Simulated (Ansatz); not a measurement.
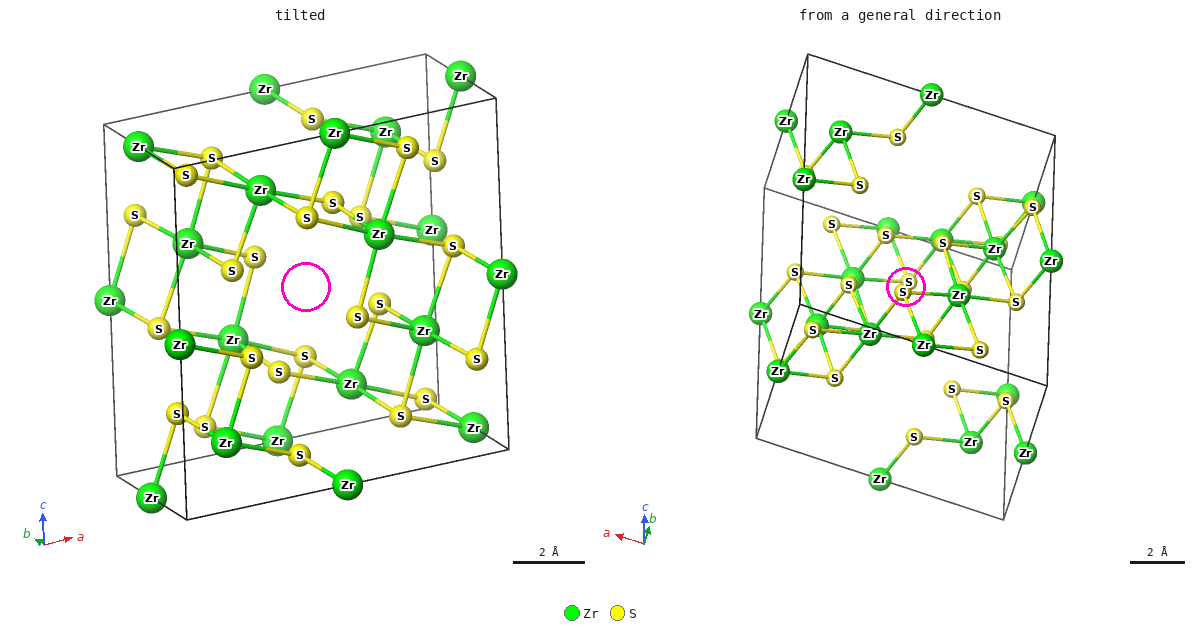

Drawn in the ball-and-stick manner and seen slightly off an axis and from a general direction. One supercell is framed, with atoms on its boundary repeated. The host is ZrS₂, in a cell of 36 sites, and the cell carries a charge of -1. A ring marks the defect's site.

### Describe the defect.

A zirconium vacancy. Around the empty site lie six S at about 2.6 to 2.7 Å.

Method used: DFT PBE, scalar-relativistic, plane waves, PAW (Ansatz). It ran with cutoff 420 eV, Brillouin-zone sampling on a 2×2×2 mesh, Gaussian smearing of 0.01 eV, collinear spins.

### Is a magnetic moment found?

Yes, 2.0 μB in the cell.

The atoms were relaxed in the host's cell with Ansatz, DFT PBE, scalar-relativistic, plane waves, PAW.
